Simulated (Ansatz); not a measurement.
# Ti₈Al₇: what the fields show

Input

```
crystal:
  lattice:
    - [0.000499, 5.682085, 3.944225]
    - [5.681738, 0.000257, -3.943912]
    - [-5.681838, -0.000639, -3.944051]
  atoms:
    - { symbol: Ti, position: [0.0004309357, 0.5056925331, 0.5060259353] }
    - { symbol: Ti, position: [0.502915246, 0.2569901654, 0.257305252] }
    - { symbol: Ti, position: [0.0004232089, 0.7456453604, 0.2434571977] }
    - { symbol: Ti, position: [0.0004179158, 0.256972423, 0.7547827116] }
    - { symbol: Ti, position: [0.5029091546, 0.0081984821, 0.5060461212] }
    - { symbol: Ti, position: [0.5029145815, 0.4968786209, 0.9947197993] }
    - { symbol: Ti, position: [0.0004370786, 0.9944130887, 0.9947399182] }
    - { symbol: Ti, position: [0.5029206715, 0.7456239759, 0.7459420011] }
    - { symbol: Al, position: [0.2452613938, 0.2480861815, 0.4971770553] }
    - { symbol: Al, position: [0.7516431536, 0.0012881342, 0.2503646447] }
    - { symbol: Al, position: [0.2516534065, 0.5012981906, 0.2503626131] }
    - { symbol: Al, position: [0.2516550895, 0.0012870238, 0.7503772586] }
    - { symbol: Al, position: [0.7516952793, 0.7545246907, 0.4971816275] }
    - { symbol: Al, position: [0.7516785299, 0.2480864915, 0.0035970499] }
    - { symbol: Al, position: [0.2581329682, 0.7545360305, 0.0036100569] }
basis:
  ecutwfc: 420
kpoints:
  mp_grid: { grid: [6, 6, 6] }
hamiltonian:
  xc: pbe
scf:
  occupations: { method: gaussian, width: 0.1 }
  n_extra_bands: 8
output:
  forces: true
  stress: true
  eigenvalues: true
  populations: true
  dos:
    method: { smearing: { sigma: 0.1, scheme: gaussian } }
    projected: true
    de: 0.02
  write_density: true
  write_potential: true
  elf: true
  volumetric_format: npy
```

Run with:

```sh
ansatz run input.yaml --threads 4 --pin off --max-ram 9216MiB --backend cpu --events-out ev --progress --plain --runs-dir out
```

Below, planes, directions and counts refer to the conventional cell (a = 8.03 Å, b = 8.04 Å, c = 7.89 Å, α = 90.00°, β = 90.00°, γ = 90.00°).

Space group I4/mmm; a generated structure, not necessarily the stable one; computed without spin polarisation.

Level of theory: Ansatz, DFT PBE, scalar-relativistic, plane waves, PAW.

The density is the valence pseudo-density of a PAW calculation; it isn't the true density close to the nuclei.

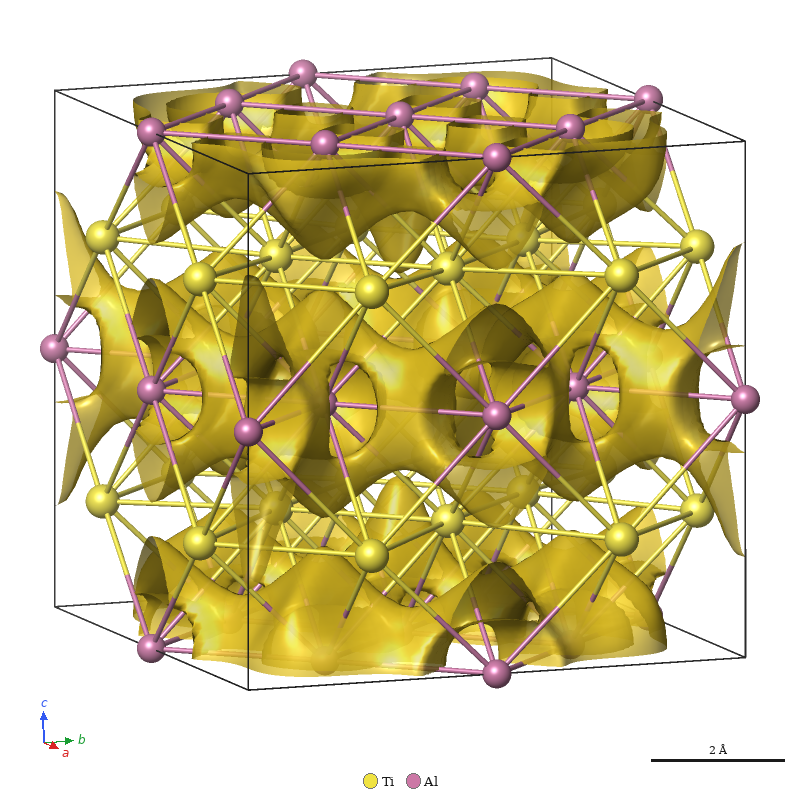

Figure 1. Isosurface of the electron localisation function at 0.6 (yellow), seen slightly off an axis. Core shells and regions of very low density are left out. Sticks mark near contacts.

Identify the bonds, lone pairs and shells in this picture.

Answer. At this value the surface marks out sheets that run through the cell in two directions, counted in one cell of 30 atoms. Any copies at cell faces, edges or corners count once. Along the contacts the grid gives the following. Ti–Al (2.79 Å): the ELF is about 0.35 at the midpoint. Al–Al (2.80 Å): the ELF peaks at about 0.70 between the atoms.

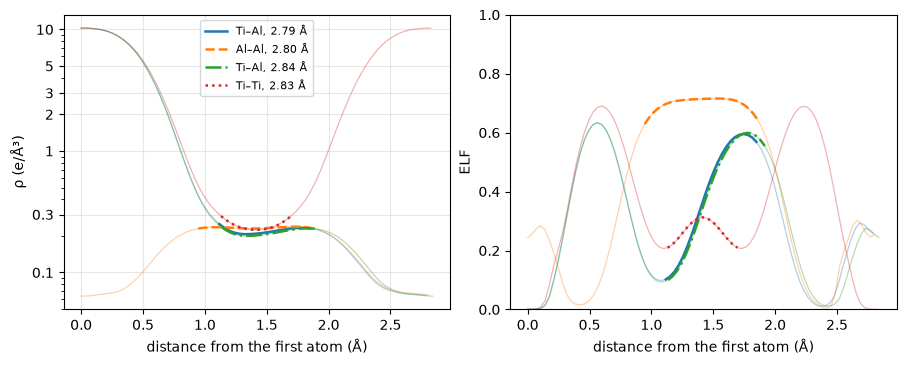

Figure 2. Valence pseudo-density and ELF along straight lines between neighbouring atoms. Thin, pale parts lie inside the atomic spheres.

Compare the contacts.

Answer. Ti–Al (2.79 Å): the density is about 0.21 e/Å³ at the midpoint; the ELF is about 0.35 at the midpoint.
Al–Al (2.80 Å): ρ at the midpoint is about 0.23 e/Å³; the ELF peaks at about 0.70 between the atoms.
Ti–Al (2.84 Å): the density is about 0.2 e/Å³ at the midpoint; the ELF is about 0.35 at the midpoint.
Ti–Ti (2.83 Å): ρ at the midpoint is about 0.22 e/Å³; the ELF is about 0.30 at the midpoint.

Does the calculation make it a metal, or give it a gap?

Answer. It is metallic or semimetallic at this level of theory: no gap opens.
